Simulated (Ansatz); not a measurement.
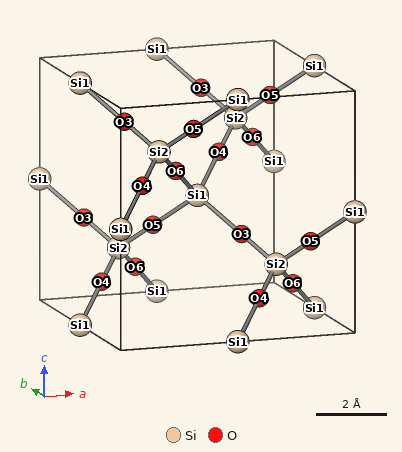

Crystalline SiO$_{2}$ (a generated structure, set up in F-43m) (coarse preliminary run), before the relaxation. Style: ball-and-stick. Shown: the conventional cell (4 times the calculation's cell), slightly off an axis. Lengths and directions refer to the drawn axes.

Method: DFT PBE, scalar-relativistic, plane waves, PAW (Ansatz 0.2.0).

Input
```yaml
crystal:
  lattice:
    - [0.0, 3.55999994, 3.55999994]
    - [3.55999994, 0.0, 3.55999994]
    - [3.55999994, 3.55999994, 0.0]
  atoms:
    - { symbol: Si, position: [0.5, 0.5, 0.5] }
    - { symbol: Si, position: [0.25, 0.25, 0.25] }
    - { symbol: O, position: [0.35959318, 0.92122046, 0.35959318] }
    - { symbol: O, position: [0.35959318, 0.35959318, 0.92122046] }
    - { symbol: O, position: [0.35959318, 0.35959318, 0.35959318] }
    - { symbol: O, position: [0.92122046, 0.35959318, 0.35959318] }
basis:
  ecutwfc: 420
kpoints:
  mp_grid: { grid: [4, 4, 4] }
hamiltonian:
  xc: pbe
scf:
  occupations: { method: gaussian, width: 0.1 }
  lower_state_search: "off"
output:
  forces: true
  stress: true
  eigenvalues: true
relax:
  adjacent_minimum: "off"
  f_tol: 0.04
  max_steps: 70
  cell: { stress_tol: 0.4 }
```

Run as
```bash
ansatz run input.yaml --threads 1 --pin off --max-ram 2048MiB --backend cpu --events-out ev --progress --plain --runs-dir out
```

Question: Predict the outcome.

Answer: The largest moves relative to the cell, 0.20 Å, are those of O3, O4, O5 and O6. O5 goes along [1 −1 1]. Si stays in place. The drawn cell changes as follows: a = b = c 7.120 → 7.458 Å (+4.7 %); the volume changes by +14.9 %. Some distances before and after: Si2–O3 1.352 → 1.615 Å, Si1–O3 1.732 → 1.615 Å. The space group (tolerance 0.01 Å) goes from F-43m (No. 216) to Fd-3m (No. 227). Over 4 accepted moves (6 points after the start) the energy falls by 10.164 eV per cell of the calculation. Largest force component: 15 eV/Å at the start, 0.00099 eV/Å at the end. The pressure goes from 57.57 to 0.18 GPa. At 2 points the geometry stayed and the basis and grid were re-selected for the new cell (energy shift of 76.8 meV per cell of the calculation at most each time).

Final geometry:

```
CELL_PARAMETERS angstrom
0.00000 3.72891 3.72891
3.72891 0.00000 3.72891
3.72891 3.72891 0.00000
ATOMIC_POSITIONS crystal
Si 0.50000 0.50000 0.50000
Si 0.25000 0.25000 0.25000
O 0.37500 0.87500 0.37500
O 0.37500 0.37500 0.87500
O 0.37500 0.37500 0.37500
O 0.87500 0.37500 0.37500
```

After the run, drawn alike:

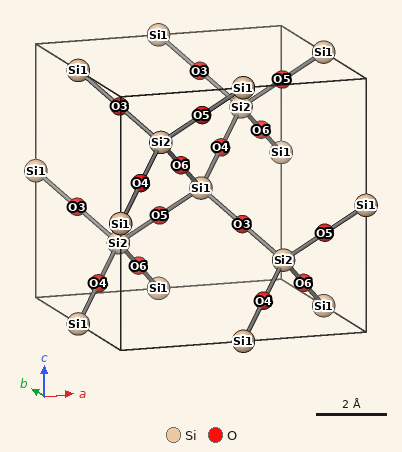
